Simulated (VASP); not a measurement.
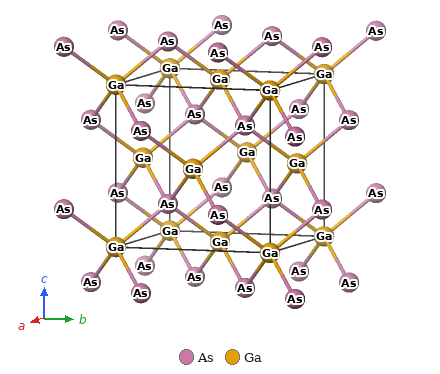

GaAs (space group F-43m, No. 216): coordinates from a relaxation with VASP 6.6.1, VASP Kohn-Sham DFT of a periodic cell, PBE with ULG, VASP PAW PBE potentials, recommended.

Bonds are taken as As–Ga below 2.8 Å; no other contact counts. The graph is simplified in the usual way: terminal and isolated atoms are pruned, two-connected atoms become edges.

What kind of net remains, and which atoms are its nodes?

Answer. A uninodal 4-connected, three-periodic net: As and Ga are 4-connected nodes.

Which named net is it?

Answer. It is the dia net, known from diamond, zinc blende and cristobalite.

Is the net interpenetrated?

Answer. It is a single net, without interpenetration.

How many nodes does the smallest cycle have?

Answer. Six.

Give the first six terms of the coordination sequence (nodes one, two, three … edges away).

Answer. As and Ga: 4, 12, 24, 42, 64, 92.

The simplified net, drawn on the atoms' positions. Nodes are coloured by element. Edges to nodes outside the piece are drawn as stubs.

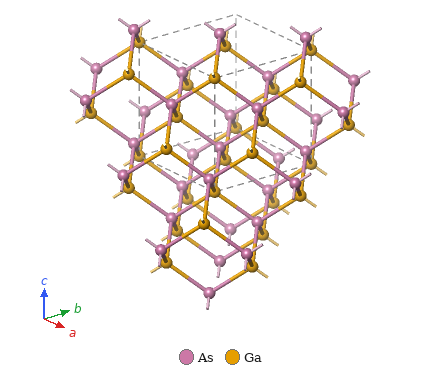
